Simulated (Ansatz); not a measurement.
Read the following structure.

```
Al
1.0
     2.82220    0.00000    0.00000
    -1.41110    2.44410    0.00000
     0.00000    0.00000   20.52412
Al
8
Direct
  0.00000 0.00000 0.73332
  0.00000 0.00000 0.28205
  0.66667 0.33333 0.84614
  0.66667 0.33333 0.39487
  0.00000 0.00000 0.05641
  0.00000 0.00000 0.50769
  0.33333 0.66667 0.16923
  0.33333 0.66667 0.62051
```

Question: What crystal do these data define?

Answer: The element is aluminium. It is primitive hexagonal, space group P3m1 (No. 156). The cell holds eight atoms. The bonds build Al layers parallel to (001).

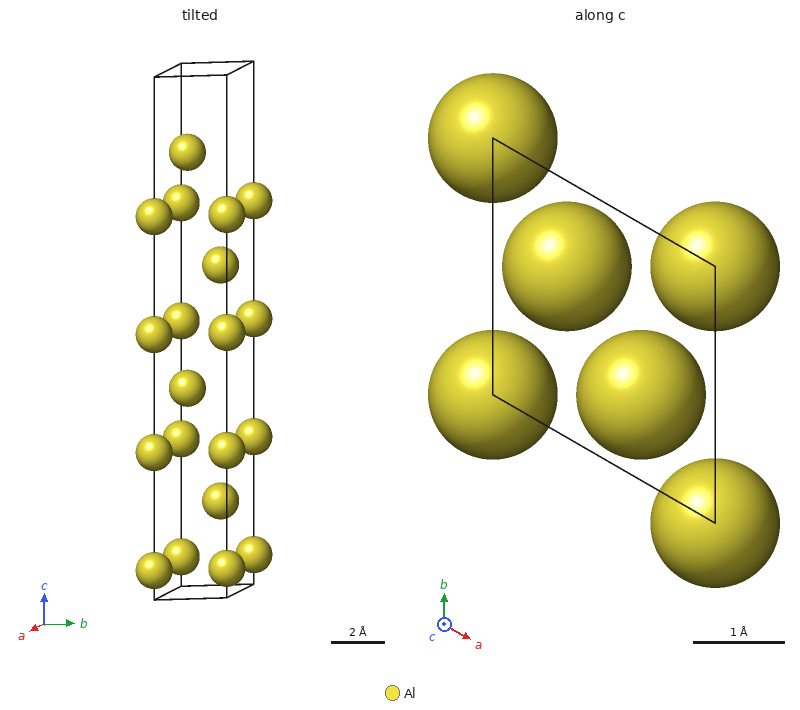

The figure gives a spheres-only picture of the atoms, viewed slightly off an axis and along the c axis. One conventional unit cell is framed, with atoms on its boundary repeated. Colours: aluminium yellow.

The structure comes from a structure listed in the Materials Project. The cell was then strained or its atoms displaced on purpose. A calculation with Ansatz used it as input.
